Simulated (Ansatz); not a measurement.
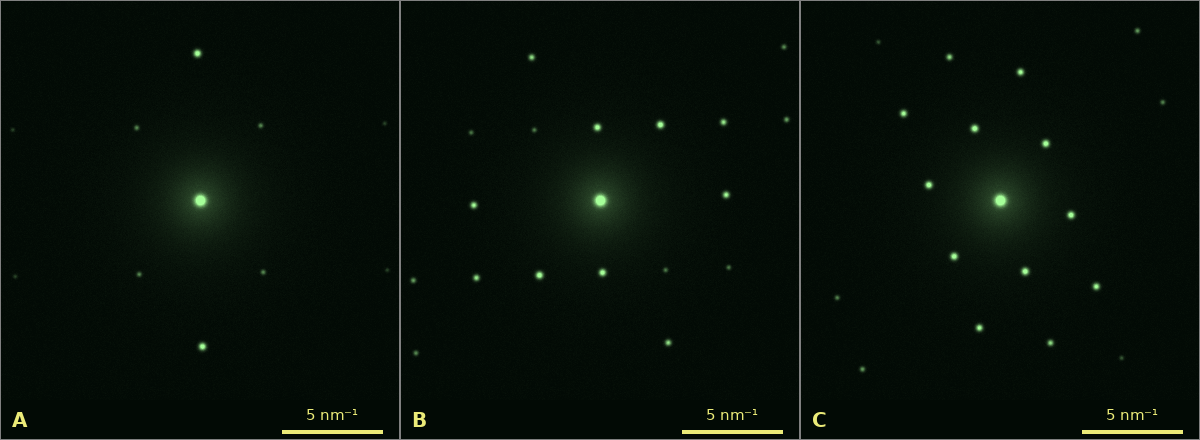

Simulated selected-area electron diffraction patterns (120 kV, kinematic approximation, thin crystal, B = 0.5 Å² for all atoms).

All three come from B, space group C2/c (No. 15), a = 5.278 Å, b = 3.225 Å, c = 3.168 Å, β = 90.59°. Structure: coordinates from a relaxation with DFT PBE, scalar-relativistic, plane waves, PAW (Ansatz); the starting structure was generated, so it need not be a known form of this composition.

```
atom  site  symmetry       x       y       z
   B    8f         1  0.3408  0.1243  0.3176
```

Assign the zone axes [001], [101], [110] to A, B and C.

Answer. A is [101]: centred rectangular net of -1 1 1 at d = 2.08 Å and -1 -1 1 at d = 2.08 Å, at 80.5°. B is [110]: oblique net of 0 0 1 (itself extinct) at d = 3.17 Å and 1 -1 0 at d = 2.75 Å, at 89.7°. C is [001]: centred rectangular net of 1 1 0 at d = 2.75 Å and -1 1 0 at d = 2.75 Å, at 62.9°.
